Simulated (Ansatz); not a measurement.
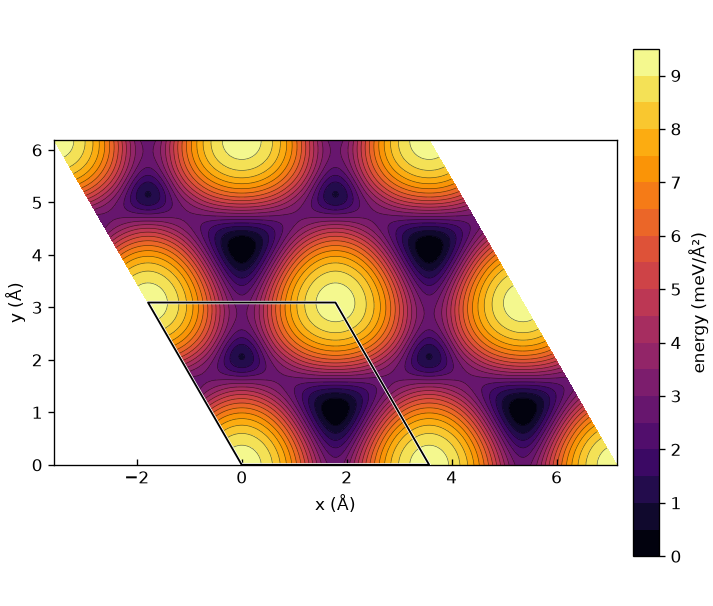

Energy landscape of a bilayer of two As sheets (4 atoms in the cell). The upper layer of a bilayer is slid over the lower one; relaxed at each slide: the heights of all atoms; the origin of the map has As3 above As2. Places are given modulo a cell vector. The map is drawn in real space over the plane of the slide. Grid: 6 × 6 points; 10 points were computed and 26 follow by symmetry. Energies are in meV/Å², from the lowest grid point. Computed with DFT PBE+D3(BJ), scalar-relativistic, plane waves, PAW in Ansatz 0.2.0. Settings: cutoff 420 eV, k-mesh 9×9×1, gaussian smearing 0.05 eV, no spin polarisation.

The picture shows filled contours, the outline of one cell of the 2 × 2 shown. Between grid points the surface is interpolated. 

### Where are the wells?

The lowest grid point is at (4/6, 2/6) of the cell vectors. A higher local minimum lies near (2/6, 4/6) of the cell vectors (1.0 meV/Å² above the lowest at that grid point). The highest grid point, (0/6, 0/6) of the cell vectors, lies 9.3 meV/Å² above the lowest. On the interpolated surface the easiest way out of the lowest well to the well at (2/6, 4/6) of the cell vectors passes a barrier of about 2.9 meV/Å². Facing atoms of the upper layer at the lowest point: As above As of a deeper plane; at the highest: As above As. The relaxed distance between the facing planes is 3.00 Å at the lowest and 3.78 Å at the highest point.

Grid values (meV/Å²):

| second ↓, first → | 0/6 | 1/6 | 2/6 | 3/6 | 4/6 | 5/6 |
| --- | --- | --- | --- | --- | --- | --- |
| 5/6 | 8.5 | 6.8 | 3.4 | 3.4 | 6.8 | 8.5 |
| 4/6 | 5.6 | 3.4 | 1.0 | 3.4 | 5.6 | 6.3 |
| 3/6 | 2.8 | 3.4 | 3.4 | 2.8 | 2.3 | 2.3 |
| 2/6 | 5.6 | 6.8 | 5.6 | 2.3 | 0.0 | 2.3 |
| 1/6 | 8.5 | 8.5 | 6.3 | 2.3 | 2.3 | 6.3 |
| 0/6 | 9.3 | 8.5 | 5.6 | 2.8 | 5.6 | 8.5 |

Time for the 10 points that were run: 2.4 min on 4 threads of Intel(R) Xeon(R) Platinum 8559C (Emerald Rapids) (shared host).
